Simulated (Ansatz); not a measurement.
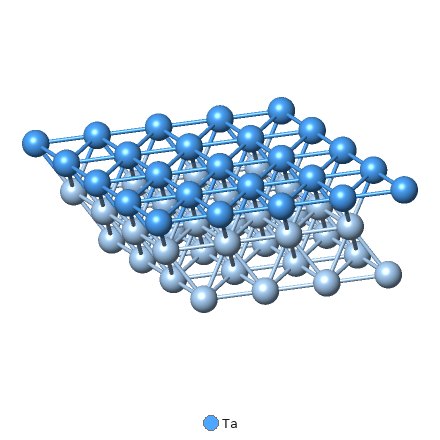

The system is N on a Ta(111) slab cut from the Fm-3m phase, its upper half relaxed before the scan (12 atoms of substrate and one adsorbate in a 2 × 2 cell); the picture shows it without the atoms that are moved over the map. N is moved over the surface cell; relaxed at each place: the height of the adsorbate's atoms; substrate rigid; the origin of the map has the adsorbate above Ta9. Places are given modulo a cell vector. The map is drawn in real space over the plane of the surface. The grid has 6 × 6 points; 10 points were computed and 26 follow by symmetry. Places are given in fractions of the 1 × 1 surface cell. Energies: eV, counted from the lowest grid point. Theory: DFT PBE, scalar-relativistic, plane waves, PAW in Ansatz. Settings: cutoff 420 eV, k-mesh 6×6×1, gaussian smearing 0.1 eV, no spin polarisation.

Range: position of N13 along the first surface vector from 0.000 to 0.833; position of N13 along the second surface vector from 0.000 to 0.833.

> Predict the map.

The lowest grid point is at a threefold hollow over a third-layer Ta atom, (4/6, 2/6) of the cell vectors. A higher local minimum lies near a threefold hollow over a second-layer Ta atom, (2/6, 4/6) of the cell vectors (0.58 eV above the lowest at that grid point). The highest grid point, the top site over a surface Ta atom, (0/6, 0/6) of the cell vectors, lies 3.90 eV above the lowest. On the interpolated surface the easiest way out of the lowest well to the well at a threefold hollow over a second-layer Ta atom, (2/6, 4/6) of the cell vectors passes a barrier of about 0.98 eV. At the lowest point the adsorbate has 3 Ta at 1.99 Å as nearest neighbours, at the highest 1 Ta at 1.81 Å. Its relaxed height above the top atom is 1.00 Å at the lowest and 1.81 Å at the highest point.

```tsv
second ↓, first →	0/6	1/6	2/6	3/6	4/6	5/6
5/6	3.58	2.89	1.34	1.34	2.89	3.58
4/6	2.43	1.34	0.58	1.34	2.43	2.81
3/6	0.95	1.34	1.34	0.95	1.09	1.09
2/6	2.43	2.89	2.43	1.09	0.00	1.09
1/6	3.58	3.58	2.81	1.09	1.09	2.81
0/6	3.90	3.58	2.43	0.95	2.43	3.58
```

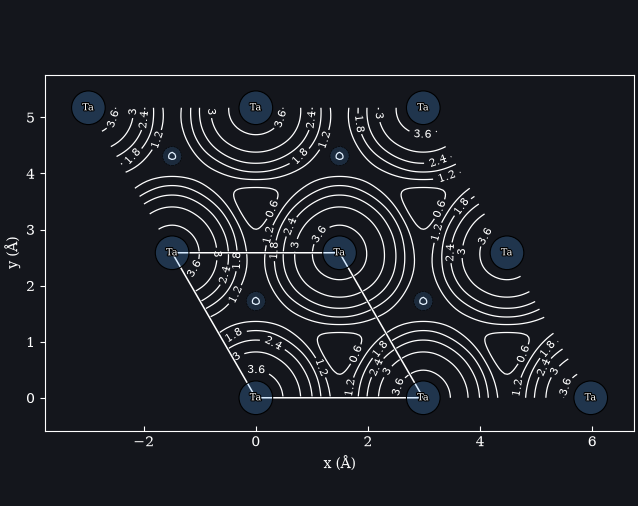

In the figure: contour lines labelled in eV, labelled circles for the atoms of the top layer and small ones for the second layer, the outline of one cell of the 2 × 2 shown. Between grid points the surface is interpolated.

Time for the 10 points that were run: 12 min on 4 threads of Arm Neoverse V2, with other jobs on the host.

PAW datasets: the set soft_1.
